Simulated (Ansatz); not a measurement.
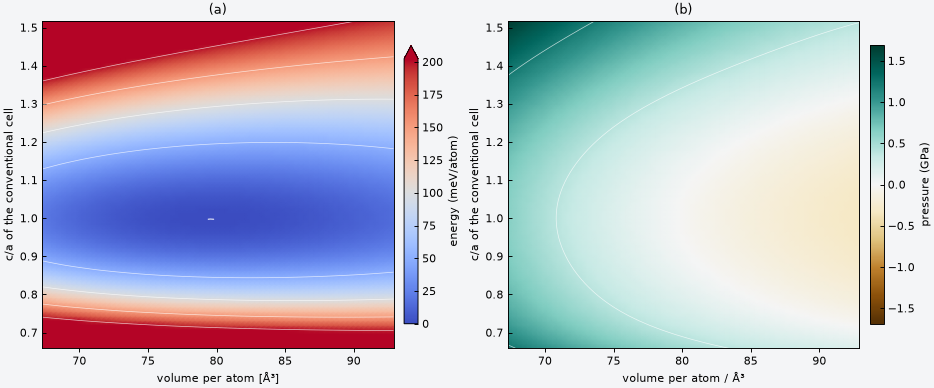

K (Pm-3m, No. 221; 1 atom in the cell). The energy is mapped over volume and the cell's shape. First axis: volume per atom. Second axis: c/a of the conventional cell. Nothing is relaxed (symmetry fixes all fractional coordinates). The grid has 7 × 9 points. Points are written as (first, second). Energies are in meV/atom, from the lowest grid point. All numbers below come from DFT r2SCAN, scalar-relativistic, plane waves, PAW (Ansatz). Settings: cutoff 500 eV, k-mesh 12×12×12, gaussian smearing 0.15 eV, no spin polarisation.

Panel (a) is the energy and panel (b) the computed pressure on the same grid.

Drawn: a smooth colour map with a few white contour lines, one colour for all values above the top of the scale. Between grid points the surface is interpolated.

**How does the pressure vary over the map, and what is it at the lowest grid point?**

It runs from −0.32 GPa at (92.9 Å³, 1.000) to 1.69 GPa at (67.3 Å³, 1.518). At the lowest grid point, (80.1 Å³, 1.000), it is −0.02 GPa. The pressure is minus the slope of the energy with volume, so it vanishes at the true minimum, which need not be a grid point.
